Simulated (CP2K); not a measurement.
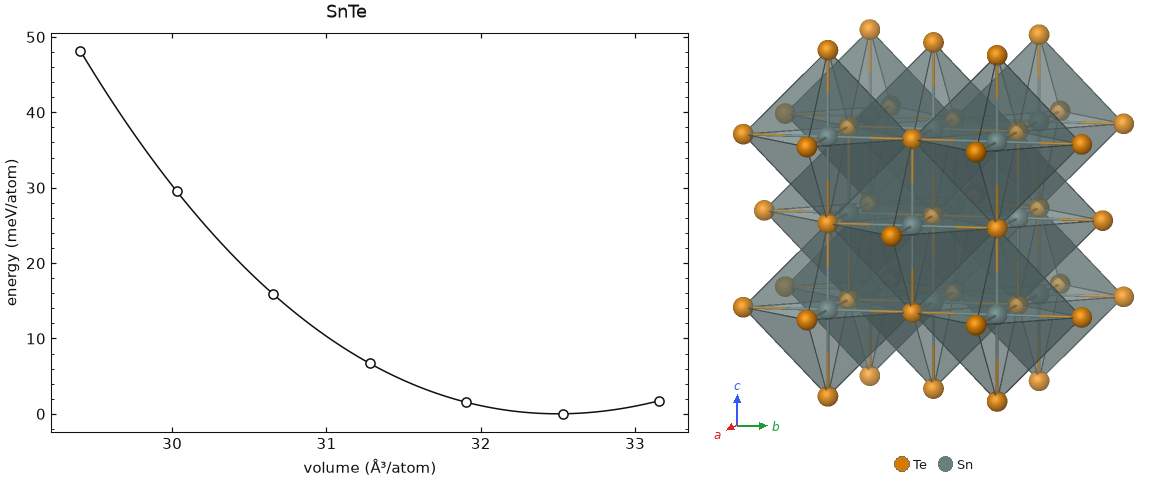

The picture above shows the energy against volume for SnTe, space group Fm-3m (No. 225). The conventional cell is drawn beside the plot.

Structure:
```cif
data_structure
_symmetry_space_group_name_H-M 'P 1'
_symmetry_Int_Tables_number 1
_cell_length_a 4.4560
_cell_length_b 4.4560
_cell_length_c 4.4560
_cell_angle_alpha 60.000
_cell_angle_beta 60.000
_cell_angle_gamma 60.000
_cell_volume 62.56
loop_
_atom_site_label
_atom_site_type_symbol
_atom_site_fract_x
_atom_site_fract_y
_atom_site_fract_z
_atom_site_occupancy
Te1 Te 0.50000 0.50000 0.50000 1
Sn1 Sn 0.00000 0.00000 0.00000 1
```

Calculation (CP2K 2026.2): DFT in Gaussian orbitals with a plane-wave density, no spin polarisation; energies at scaled volumes of the given cell, shape and fractions fixed, counted from the fit's minimum, third-order Birch-Murnaghan fit. Level: PBEsol.

```tsv
setting	value
k mesh	7×7×7
occupations	Fermi–Dirac
smearing width	0.05 eV
potentials	GTH PBE with UZH TZVP basis
density cutoff	6123 eV
program settings	ngrids 4, basis sets Te TZVP-MOLOPT-PBE-GTH-q6, basis sets Sn TZVP-MOLOPT-PBE-GTH-q4, cutoff ry 450 Ry, rel cutoff ry 60 Ry
```

From this curve and the settings, what does the calculation give for the pressure at the same points?

The pressure falls from 5.47 GPa at volume 29.40 Å³/atom to −0.84 GPa at 33.16 Å³/atom, and changes sign near 32.50 Å³/atom.

```tsv
volume (Å³/atom)	pressure (GPa)
29.40	5.47
30.03	4.12
30.66	2.91
31.28	1.82
31.91	0.84
32.53	-0.04
33.16	-0.84
```
